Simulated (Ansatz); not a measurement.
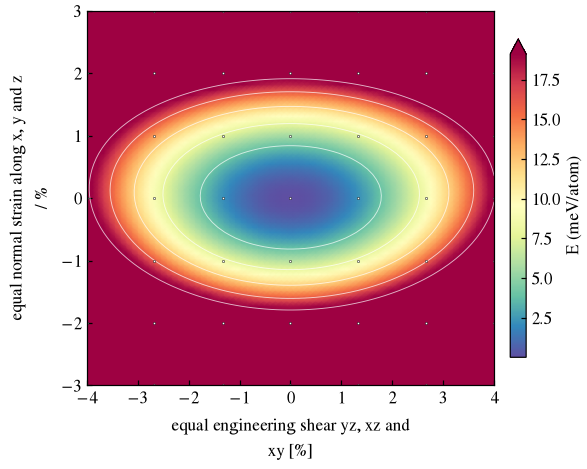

SrTiO3 (I4/mcm, No. 140; 10 atoms in the cell). The energy is mapped over two homogeneous strains (x along [1 0 0], y along [0 1 0], z along [0 0 1] of the conventional cell). First axis: equal engineering shear yz, xz and xy. Second axis: equal normal strain along x, y and z. Nothing is relaxed (fractional coordinates fixed). Grid: 7 × 7 points. Points are written as (first, second). All energies are given in meV/atom relative to the lowest grid point. Method: Ansatz 0.2.0, DFT PBE, scalar-relativistic, plane waves, PAW. Settings: cutoff 520 eV, k-mesh 8×8×8, gaussian smearing 0.05 eV, no spin polarisation.

Drawn: a smooth colour map with a few white contour lines, dots at the grid points, one colour for all values above the top of the scale. Between grid points the surface is interpolated.

> Where is the minimum, and how stiff is the crystal against these two strains (in GPa)?

The interpolated minimum is at 0.0 % and 0.0 %. Divided by the cell volume of 121.8 Å³, the second derivatives of the energy there are about 330 GPa along the first strain and 1500 GPa along the second, with a cross term of about 0 GPa (clamped ions). Round the minimum the two coordinates are nearly uncoupled.

PAW datasets: the set soft_1.
